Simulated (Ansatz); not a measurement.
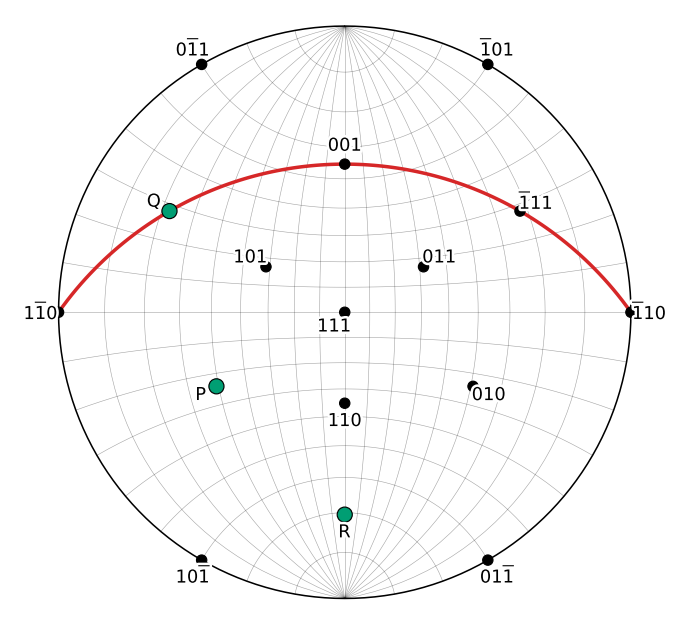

For Pb, the end point of a relaxation with DFT, PAW plane waves, pbe (Ansatz 0.2.0); the starting structure was generated, so it need not be a known form of this composition: stereographic projection of plane normals (upper hemisphere) centred on (1 1 1). All values are computed from the atomic coordinates in the standard setting (tolerance 0.002 Å).

a = 5.035 Å, b = 5.035 Å, c = 5.035 Å, α = 90.00°, β = 90.00°, γ = 90.00°.

### Index the poles marked P, Q, R.

P is (1 0 0), 54.7° from the centre; Q is (1 −1 1), 70.5° from the centre; R is (1 1 −1), 70.5° from the centre.

### Which zone does the coloured great circle trace?

The zone [1 1 0]: its poles satisfy h + k = 0.

### What is the angle between the normals of (1 1 −1) and (−1 1 0), and what are their d_hkl = 1/|g|?

90.0°; d = 2.907 Å and 3.560 Å.
